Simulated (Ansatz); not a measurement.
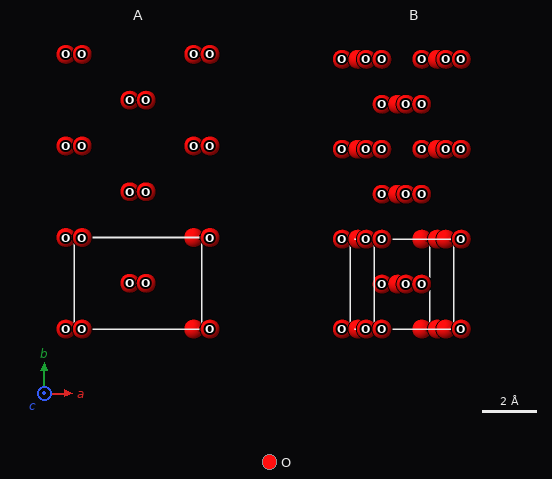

Two geometries of crystalline O (built on the database_12 type) (coarse preliminary run), drawn at one scale. One is the start of a relaxation, the other its converged end. A ball-and-stick model of the conventional cell (2 times the calculation's cell), repeated 1 × 3 × 1 with one cell outlined, seen along the c axis. Lengths and directions refer to the drawn axes.

Level of theory: Ansatz 0.2.0, DFT PBE, scalar-relativistic, plane waves, PAW. (plane-wave cutoff 420 eV; k-point mesh 6 × 6 × 4; occupations gaussian; smearing width 0.1 eV; no spin polarisation; cell and atoms relaxed; force threshold 0.04 eV/Å; at most 70 steps)

Which geometry has the lower energy?

Answer. Structure B is the relaxed one. Case: structure reported for this formula (C2/m, No. 12). The largest moves relative to the cell, 0.059 Å, are those of O atoms. The drawn cell changes as follows: a 5.403 → 3.396 Å (−37.2 %), b 3.429 → 3.368 Å (−1.8 %), c 4.232 → 4.558 Å (+7.7 %), β 117.7° → 107.4°; the volume changes by −28.4 %. Near-neighbour distances that change, for instance: O–O 1.150 → 1.214 Å. The space group stays C2/m (No. 12). The energy falls by 378 meV per atom in 15 accepted moves (19 points after the start). Largest force component: 5.7 eV/Å at the start, 0.019 eV/Å at the end. Pressure: 7.44 GPa at the start and 0.04 GPa at the end. The line search rejected the trial step at point 9 of the run. At 3 points the geometry stayed and the basis and grid were re-selected for the new cell (energy shift of 2.0 meV per atom at most each time).

Limits of the set-up: the k-point mesh is coarse for a cell with partly filled bands.
